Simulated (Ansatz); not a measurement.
Single-point calculation, with input and output: FeS2 (part 1 of 2)

The run: single-point calculation of FeS2 (Pnnm, 6 atoms in the cell). Method and program: DFT LDA+U, scalar-relativistic, plane waves, PAW, Ueff = 1 eV on Fe atom 1 d; Ueff = 1 eV on Fe atom 2 d, spin-polarised (Ansatz 0.2.0).

The structure derives from an entry of the Crystallography Open Database. It belongs to a series of runs on one base structure; here: ferromagnetic start, free, natural orbitals of the symmetric run filled by rank. Figures and captions count atoms from 1; the log counts them from 0 in places.

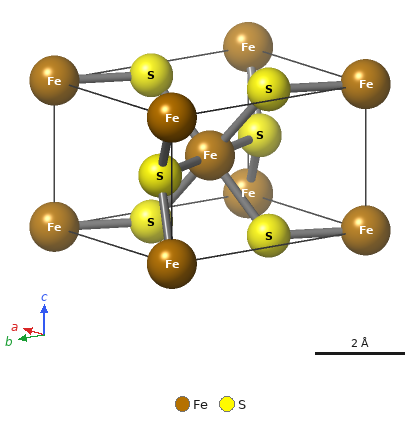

The input geometry (ball-and-stick view of the cell of the calculation, seen at an oblique angle).

**Input file**
```yaml
crystal:
  lattice:
    - [4.44459993, 0.0, 0.0]
    - [0.0, 5.42459991, 0.0]
    - [0.0, 0.0, 3.38639995]
  atoms:
    - { symbol: Fe, position: [0.0, 0.0, 0.0], spin: 4.0 }
    - { symbol: Fe, position: [0.5, 0.5, 0.5], spin: 4.0 }
    - { symbol: S, position: [0.2004, 0.3787, 0.0] }
    - { symbol: S, position: [0.7996, 0.6213, 0.0] }
    - { symbol: S, position: [0.7004, 0.1213, 0.5] }
    - { symbol: S, position: [0.2996, 0.8787, 0.5] }
basis:
  ecutwfc: 420
  ecutrho_ratio: 4
kpoints:
  mp_grid: { grid: [4, 4, 6] }
hamiltonian:
  xc: lda
  hubbard:
    sites:
      - { site: 0, l: d, u_eff: 1.0, starting_ns: [{ spin: up, occupation_matrix: s0up }, { spin: down, occupation_matrix: s0down }] }
      - { site: 1, l: d, u_eff: 1.0, starting_ns: [{ spin: up, occupation_matrix: s1up }, { spin: down, occupation_matrix: s1down }] }
    occupation_matrices:
      s0up:
        matrix:
          - [0.97, 0.0, 0.0, 0.0, 0.0]
          - [0.0, 0.18517, 0.36004, 0.0, 0.0]
          - [0.0, 0.36004, 0.80483, 0.0, 0.0]
          - [0.0, 0.0, 0.0, 0.97, 0.0]
          - [0.0, 0.0, 0.0, 0.0, 0.97]
      s0down:
        matrix:
          - [0.02, 0.0, 0.0, 0.0, 0.0]
          - [0.0, 0.02, 0.0, 0.0, 0.0]
          - [0.0, 0.0, 0.02, 0.0, 0.0]
          - [0.0, 0.0, 0.0, 0.02, 0.0]
          - [0.0, 0.0, 0.0, 0.0, 0.02]
      s1up:
        matrix:
          - [0.97, 0.0, 0.0, 0.0, 0.0]
          - [0.0, 0.18517, -0.36004, 0.0, 0.0]
          - [0.0, -0.36004, 0.80483, 0.0, 0.0]
          - [0.0, 0.0, 0.0, 0.97, 0.0]
          - [0.0, 0.0, 0.0, 0.0, 0.97]
      s1down:
        matrix:
          - [0.02, 0.0, 0.0, 0.0, 0.0]
          - [0.0, 0.02, 0.0, 0.0, 0.0]
          - [0.0, 0.0, 0.02, 0.0, 0.0]
          - [0.0, 0.0, 0.0, 0.02, 0.0]
          - [0.0, 0.0, 0.0, 0.0, 0.02]
    ns_hold: { iters: 10 }
scf:
  occupations: { method: gaussian, width: 0.05 }
  lower_state_search: "off"
  max_iter: 150
output:
  forces: true
  stress: true
  eigenvalues: true
  populations: true
  hubbard: { sites: [{ site: 0, l: d }, { site: 1, l: d }] }
  write_density: true
  write_potential: true
  elf: true
  volumetric_format: npy
magnetization:
  spin_polarized: true
```

Hardware: 4 threads of Arm Neoverse N1, 24 GiB of memory available, shared host.

Run as:
```bash
ansatz run input.yaml --threads 4 --pin off --max-ram 6144MiB --backend cpu --events-out ev --progress --plain --runs-dir out
```

**What the program printed**
```
Fe: projections on atomic orbitals take those of the free atom [Ne] 3s2 3p6 3d6 4s2, of charge +0.00 (hamiltonian.pseudopotentials.projection_atoms); the dataset's partial waves leave at most 1.1e-6 of an orbital's norm unspanned inside its sphere
S: projections on atomic orbitals take those of the free atom [Ne] 3s2 3p4, of charge +0.00 (hamiltonian.pseudopotentials.projection_atoms); the dataset's partial waves leave at most 1.6e-7 of an orbital's norm unspanned inside its sphere
Engine: ansatz 0.2.0, aarch64-unknown-linux-gnu
Pseudopotentials: kind: paw
Pseudopotential: Fe, paw, valence charge 16, recommended cutoff 420 eV (normal), Fe.paw.azcp
Pseudopotential: S, paw, valence charge 6, recommended cutoff 420 eV (normal), S.paw.azcp
Functional definition: SPW92
  exchange = slater_x
  correlation = pw_c
Crystal: 6 atoms, lattice volume = 81.647 Å³
Basis set: ecut = 420 eV, 1607 PW (Γ)
Bands: 39, of which v1, the nominal top of the filled ones, is band 28 counted from 1 (27 counted from 0)
Symmetry: 8 space group operations
Space group: Pnnm (ITA 58), of the structure as read, at distance tolerance 4.3e-5 Å
Magnetic group: BNS 58.393 (UNI 491), of the structure as read, at distance tolerance 4.3e-5 Å
k-points: 36 of 96
Non-local potential: Fe, projectors of the file, l = 0: 3, l = 1: 2, l = 2: 3, l = 3: 1
Non-local potential: S, projectors of the file, l = 0: 2, l = 1: 2, l = 2: 2
PAW form: soft (Blöchl's): semilocal exchange-correlation on the pseudo side does not see the compensation charge
PAW frozen core: Fe, regenerated for the run's functional, and the local potential with it (the file was generated under x = pbe(κ = 0.804, μ = 0.2195149727645171), c = pbe(β = 0.06672455060314922))
PAW frozen core: S, regenerated for the run's functional, and the local potential with it (the file was generated under x = pbe(κ = 0.804, μ = 0.2195149727645171), c = pbe(β = 0.06672455060314922))
PAW one-centre angular grid: Fe, 590 points (default); XC on 64 Gauss nodes
PAW one-centre angular grid: S, 110 points (default); XC on 64 Gauss nodes
Initial density: superposition of atomic densities (chi_scale 0.1, normalization cell, long waves kept (reshape's long-wave potential 0.00 eV rms))
Starting moments: Σ|m| = 8 μB on 2 of 6 sites
Initial wavefunctions: pseudopotential atomic-orbital guess
Functional: x = slater, c = lda
SCF iter   1: F=—  HF=-12318.259456 eV  |F-HF|=—  |Δ(HF+E_count)|=         —  Δρ=1.75e-1 (↑7.96e-2 ↓1.75e-1)  dr2=1.74e1  dr2_m=1.10e1  M=2.893 μB ∫|m|=4.042 μB  β_m=0.30  ethr=3.10e-3  ⟨swp⟩=6.7  Hψ=11616  notcnv=0  defer=11
preconditioner: auto → Kerker (q_TF=auto, 2.562 Å⁻¹)  [metal: Δε(μ)=0.011 eV  Ē_g=10.209 eV  σ=0.050 eV  W_gap=0.12  n_scr=20 (ndim 8)  ℏωp=26.0 eV  f_vac=0.000  D(μ)=7.40/eV (n_scr^D=86)]
spin=Collinear: Kerker preconditioning applied to the charge; magnetization (m = ρ↑ − ρ↓) channel mixes plain (no charge-response kernel on spin).
SCF iter   2: F=—  HF=-12317.381439 eV  |F-HF|=—  |Δ(HF+E_count)|=   8.78e-1  Δρ=1.02e-1 (↑1.02e-1 ↓5.01e-2)  dr2=2.50e0  dr2_m=3.63e0  M=3.500 μB ∫|m|=4.727 μB  β_m=0.30  ethr=3.10e-3  ⟨swp⟩=3.0  Hψ=6057  notcnv=0  defer=335
SCF iter   3: F=—  HF=-12317.350269 eV  |F-HF|=—  |Δ(HF+E_count)|=   3.12e-2  Δρ=6.77e-2 (↑6.70e-2 ↓6.77e-2)  dr2=1.72e0  dr2_m=3.06e0  M=2.943 μB ∫|m|=4.244 μB  β_m=0.30  ethr=3.10e-3  ⟨swp⟩=2.2  Hψ=4385  notcnv=0  defer=331
SCF iter   4: F=—  HF=-12317.202807 eV  |F-HF|=—  |Δ(HF+E_count)|=   1.47e-1  Δρ=4.67e-2 (↑4.67e-2 ↓2.73e-2)  dr2=7.67e-1  dr2_m=9.16e-1  M=3.214 μB ∫|m|=4.576 μB  β_m=1.00  ethr=3.07e-3  ⟨swp⟩=2.1  Hψ=4274  notcnv=0  defer=331
SCF iter   5: F=—  HF=-12317.281565 eV  |F-HF|=—  |Δ(HF+E_count)|=   7.88e-2  Δρ=2.38e-2 (↑1.75e-2 ↓2.38e-2)  dr2=1.22e-1  dr2_m=3.04e-1  M=2.507 μB ∫|m|=4.012 μB  β_m=0.30  ethr=1.37e-3  ⟨swp⟩=2.0  Hψ=3773  notcnv=0  defer=331
SCF iter   6: F=—  HF=-12317.345829 eV  |F-HF|=—  |Δ(HF+E_count)|=   6.43e-2  Δρ=2.00e-2 (↑2.00e-2 ↓1.84e-2)  dr2=6.52e-3  dr2_m=2.72e-1  M=2.382 μB ∫|m|=3.868 μB  β_m=0.30  ethr=2.17e-4  ⟨swp⟩=2.4  Hψ=4135  notcnv=0  defer=331
Mixer restart at iter 6: flushing history
spin-set hold released at iteration 6 (site moments contracting): the magnetisation degrees of freedom join the quasi-Newton model from the next iteration; the mixer history was flushed
SCF iter   7: F=—  HF=-12317.419647 eV  |F-HF|=—  |Δ(HF+E_count)|=   7.38e-2  Δρ=3.04e-2 (↑2.50e-2 ↓3.04e-2)  dr2=5.01e-2  dr2_m=5.64e-1  M=1.900 μB ∫|m|=3.499 μB  β_m=0.30  ethr=1.16e-5  ⟨swp⟩=2.2  Hψ=4260  notcnv=0  defer=329
SCF iter   8: F=—  HF=-12317.480182 eV  |F-HF|=—  |Δ(HF+E_count)|=   6.05e-2  Δρ=3.18e-2 (↑2.96e-2 ↓3.18e-2)  dr2=3.72e-2  dr2_m=6.85e-1  M=1.613 μB ∫|m|=3.269 μB  β_m=0.65  ethr=1.16e-5  ⟨swp⟩=1.5  Hψ=3652  notcnv=0  defer=329
SCF iter   9: F=—  HF=-12317.612359 eV  |F-HF|=—  |Δ(HF+E_count)|=   1.32e-1  Δρ=5.82e-2 (↑2.54e-2 ↓5.82e-2)  dr2=1.04e0  dr2_m=1.24e0  M=1.148 μB ∫|m|=2.915 μB  β_m=0.24  ethr=1.16e-5  ⟨swp⟩=2.7  Hψ=5576  notcnv=0  defer=332  recentre
SCF iter  10: F=—  HF=-12317.560952 eV  |F-HF|=—  |Δ(HF+E_count)|=   5.14e-2  Δρ=2.80e-2 (↑2.33e-2 ↓2.80e-2)  dr2=4.52e-2  dr2_m=4.79e-1  M=1.228 μB ∫|m|=2.939 μB  β_m=0.15  ethr=1.16e-5  ⟨swp⟩=2.5  Hψ=5906  notcnv=0  defer=341
SCF iter  11: F=—  HF=-12317.439610 eV  |F-HF|=—  |Δ(HF+E_count)|=   1.21e-1  Δρ=2.04e-2 (↑1.84e-2 ↓2.04e-2)  dr2=1.73e-2  dr2_m=2.68e-1  M=1.960 μB ∫|m|=3.517 μB  β_m=0.91  ethr=1.16e-5  ⟨swp⟩=2.2  Hψ=4871  notcnv=0  defer=341
Mixer restart at iter 11: flushing history
SCF iter  12: F=—  HF=-12317.521186 eV  |F-HF|=—  |Δ(HF+E_count)|=         —  Δρ=6.20e-2 (↑3.22e-2 ↓6.20e-2)  dr2=9.30e-1  dr2_m=1.56e0  M=1.667 μB ∫|m|=3.359 μB  β_m=0.91  ethr=1.16e-5  ⟨swp⟩=3.0  Hψ=5812  notcnv=0  defer=341
SCF iter  13: F=—  HF=-12320.627922 eV  |F-HF|=—  |Δ(HF+E_count)|=    3.11e0  Δρ=9.86e-2 (↑9.86e-2 ↓2.84e-2)  dr2=4.08e0  dr2_m=2.60e0  M=0.082 μB ∫|m|=1.792 μB  β_m=0.67  ethr=1.16e-5  ⟨swp⟩=4.2  Hψ=9122  notcnv=0  defer=334
SCF iter  14: F=—  HF=-12322.416041 eV  |F-HF|=—  |Δ(HF+E_count)|=    1.79e0  Δρ=1.11e-1 (↑3.99e-2 ↓1.11e-1)  dr2=1.69e1  dr2_m=9.92e-1  M=0.036 μB ∫|m|=1.113 μB  β_m=0.13  ethr=1.16e-5  ⟨swp⟩=4.0  Hψ=9001  notcnv=0  defer=343  recentre
SCF iter  15: F=—  HF=-12320.526326 eV  |F-HF|=—  |Δ(HF+E_count)|=    1.89e0  Δρ=4.49e-2 (↑4.49e-2 ↓3.55e-2)  dr2=1.01e-1  dr2_m=1.15e0  M=0.000 μB ∫|m|=1.219 μB  β_m=0.43  ethr=1.16e-5  ⟨swp⟩=3.9  Hψ=9225  notcnv=0  defer=338
SCF iter  16: F=—  HF=-12320.853292 eV  |F-HF|=—  |Δ(HF+E_count)|=   3.27e-1  Δρ=1.24e-2 (↑1.08e-2 ↓1.24e-2)  dr2=2.55e-2  dr2_m=8.40e-2  M=0.000 μB ∫|m|=0.065 μB  β_m=0.58  ethr=1.16e-5  ⟨swp⟩=3.4  Hψ=7195  notcnv=0  defer=338
SCF iter  17: F=—  HF=-12320.887553 eV  |F-HF|=—  |Δ(HF+E_count)|=   3.43e-2  Δρ=5.75e-3 (↑3.59e-3 ↓5.75e-3)  dr2=1.03e-2  dr2_m=1.28e-2  M=0.000 μB ∫|m|=0.035 μB  β_m=0.79  ethr=1.16e-5  ⟨swp⟩=2.0  Hψ=4952  notcnv=0  defer=338
SCF iter  18: F=—  HF=-12320.894172 eV  |F-HF|=—  |Δ(HF+E_count)|=   6.62e-3  Δρ=3.97e-3 (↑1.17e-3 ↓3.97e-3)  dr2=7.64e-3  dr2_m=4.61e-3  M=0.000 μB ∫|m|=0.071 μB  β_m=0.75  ethr=1.16e-5  ⟨swp⟩=2.4  Hψ=4179  notcnv=0  defer=338
SCF iter  19: F=—  HF=-12320.894589 eV  |F-HF|=—  |Δ(HF+E_count)|=   4.17e-4  Δρ=1.38e-3 (↑4.06e-4 ↓1.38e-3)  dr2=8.77e-4  dr2_m=5.70e-4  M=0.000 μB ∫|m|=0.025 μB  β_m=0.83  ethr=1.16e-5  ⟨swp⟩=1.4  Hψ=2863  notcnv=0  defer=338
SCF iter  20: F=—  HF=-12320.894650 eV  |F-HF|=—  |Δ(HF+E_count)|=   6.12e-5  Δρ=1.88e-4 (↑1.03e-4 ↓1.88e-4)  dr2=7.09e-6  dr2_m=1.48e-5  M=0.000 μB ∫|m|=0.004 μB  β_m=0.91  ethr=1.57e-6  ⟨swp⟩=1.5  Hψ=2711  notcnv=0  defer=338
SCF iter  21: F=—  HF=-12320.894654 eV  |F-HF|=—  |Δ(HF+E_count)|=   3.60e-6  Δρ=1.54e-5 (↑1.34e-5 ↓1.54e-5)  dr2=1.19e-7  dr2_m=1.10e-7  M=0.000 μB ∫|m|=0.000 μB  β_m=0.93  ethr=1.27e-8  ⟨swp⟩=2.3  Hψ=4187  notcnv=0  defer=338
SCF iter  22: F=—  HF=-12320.894654 eV  |F-HF|=—  |Δ(HF+E_count)|=   2.74e-8  Δρ=6.54e-6 (↑5.79e-6 ↓6.54e-6)  dr2=1.03e-7  dr2_m=2.19e-9  M=0.000 μB ∫|m|=0.000 μB  β_m=0.97  ethr=1.79e-10  ⟨swp⟩=13.6  Hψ=18218  notcnv=0
iter 23 did not close the SCF: its close was put off for a magnetic moment that had not settled (scf_convergence_deferred on its scf_iter line)
SCF iter  23: F=-12320.894654 eV  HF=-12320.894654 eV  |F-HF|=2.24e-9  |Δ(HF+E_count)|=   8.41e-9  Δρ=1.08e-6 (↑1.02e-6 ↓1.08e-6)  dr2=2.97e-9  dr2_m=1.21e-10  M=0.000 μB ∫|m|=0.000 μB  β_m=0.98  ethr=1.79e-10  ⟨swp⟩=6.6  Hψ=12922  notcnv=0
SCF iter  24: F=-12320.894654 eV  HF=-12320.894654 eV  |F-HF|=1.84e-9  |Δ(HF+E_count)|=  1.20e-10  Δρ=8.35e-7 (↑8.29e-7 ↓8.35e-7)  dr2=1.95e-9  dr2_m=2.07e-12  M=0.000 μB ∫|m|=0.000 μB  ethr=5.30e-12  ⟨swp⟩=4.2  Hψ=12764  notcnv=0
WARN: the starting moments were not kept: the SCF closed with an absolute magnetisation of 1.4e-6 μB, where they sum to 8 μB in size (2 sites). That is at most 0.1 of that sum. Measured as dr2_m measures the in/out step, that magnetisation stands 7.6e-13 eV from none, at or under the dr2_threshold of 1.0e-7 eV: it is no larger than a step whose dr2_m would equal this threshold. The system may hold no moment; this SCF shows only that its start led to no more than that. To try another start: raise the starting moments (crystal.atoms[].spin, magnetization.per_species, magnetization.initial_magnetization, or on a non-collinear deck that types none of these the spinor_matrix: blocks that start its atoms; where the total moment is fixed, keep their sum and leave initial_magnetization as it is; typed ones take the place of any that the run laid by itself, positive ones on a crystal's lanthanoids without a Hubbard term where scf.initial_density.shell_occupations: [] is typed) or, if the notice of its spin-set hold's release reads "site moments contracting" or "site moments show no strong build", lengthen the hold (scf.mixing.spin_hold: { on: { confirm: 4 } }; for m-r²SCAN on two components see the key's manual first). Each may lead to a state that holds a moment. A second SCF, from the converged charge density, with the starting moments and any scf.initial_density.shell_occupations laid on it anew, would have followed, and was not run: the deck does not ask for one (magnetization.retry_lost_moments is false, the default). To let it run, set magnetization.retry_lost_moments: true and run the deck again, where that key's refused combinations let it; where memory then withholds it, that run's warning says so.
WARN: hamiltonian.hubbard: on 4 of 4 specified blocks the occupation matrix of this SCF's result fails the test of the specified filling. At site 0 ↑ (sites count from 0 in the list of atoms of the cell that this SCF solves) the least filled combination of the orbitals specified full has occupation 0.480, and the fullest combination of the orbitals specified empty has occupation 0.431; the filling counts as kept where the first is at least 0.75 and exceeds the second by more than 0.25. The same holds at site 0 ↓, site 1 ↑, site 1 ↓. The state of this SCF's result may not hold the specified filling, though these bounds can also misjudge a state that does. This warning does not say which state is lower in energy, or whether the specified filling is a self-consistent state at all; see hamiltonian.hubbard.sites[].starting_ns, Limitations, and scf.initial_density.shell_occupations in the input reference
SCF 1 converged in 24 iterations: F = -12320.894654 eV  dr2 = 1.95e-9
  greatest PAW one-centre occupation: 1.001 electrons in one spin orbital (limit 2), on the Fe atom at site 1 (counted from 0), in its partial waves of l = 1
```

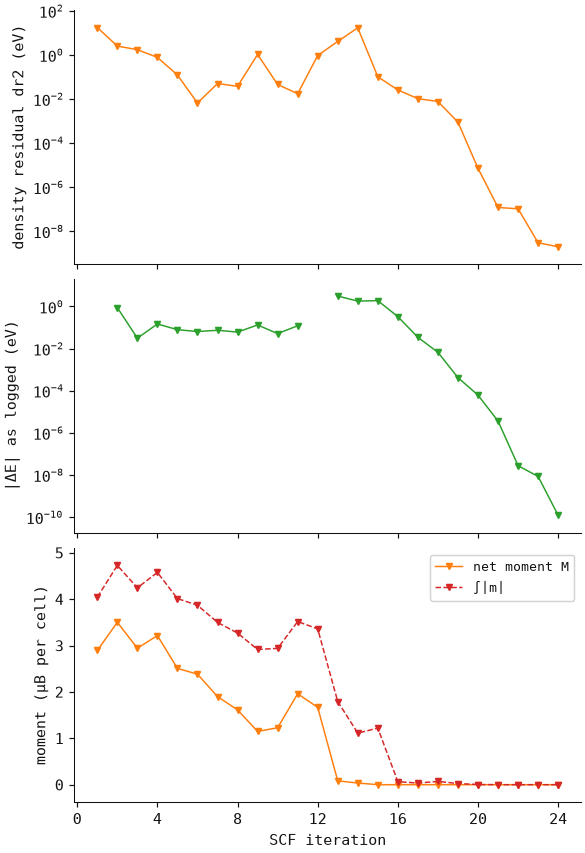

Convergence of the self-consistent field: density residual dr2, size of the energy change and magnetic moment against the SCF iteration. The residual falls unevenly and jumps up by a factor of two or more 5 times on the way down. The net moment goes from 2.9 to 0.0 μB per cell, with excursions between 0.0 and 3.5 on the way, and ∫|m| falls to zero.
